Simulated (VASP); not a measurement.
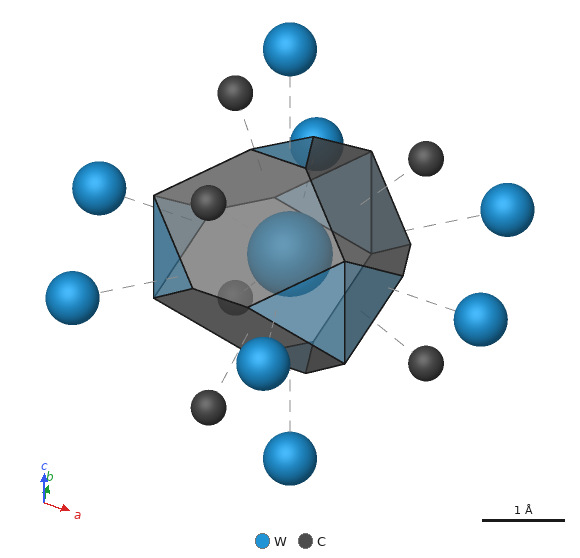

Voronoi cell (the region closer to this atom than to any other), computed from the atomic positions without radii. Central atom: W (1a) in WC; faces take the colour of the neighbour behind them. Origin: the geometry relaxed with VASP Kohn-Sham DFT of a periodic cell, PBEsol, VASP PAW PBE potentials, recommended in VASP.

WC, space group P-6m2 (No. 187), a = 2.902 Å, b = 2.902 Å, c = 2.830 Å, α = 90.00°, β = 90.00°, γ = 120.00°

| site | Wyckoff | x | y | z |
| --- | --- | --- | --- | --- |
| W | 1a | 0.0000 | 0.0000 | 0.0000 |
| C | 1f | 0.6667 | 0.3333 | 0.5000 |

### Give the Voronoi index ⟨n3,n4,n5,n6,…⟩ (numbers of faces with 3, 4, 5, 6 … edges).

14 faces, index ⟨8,0,0,6⟩.

### What is the volume of this Voronoi cell?

10.3 Å³, equal to the mean volume per atom.
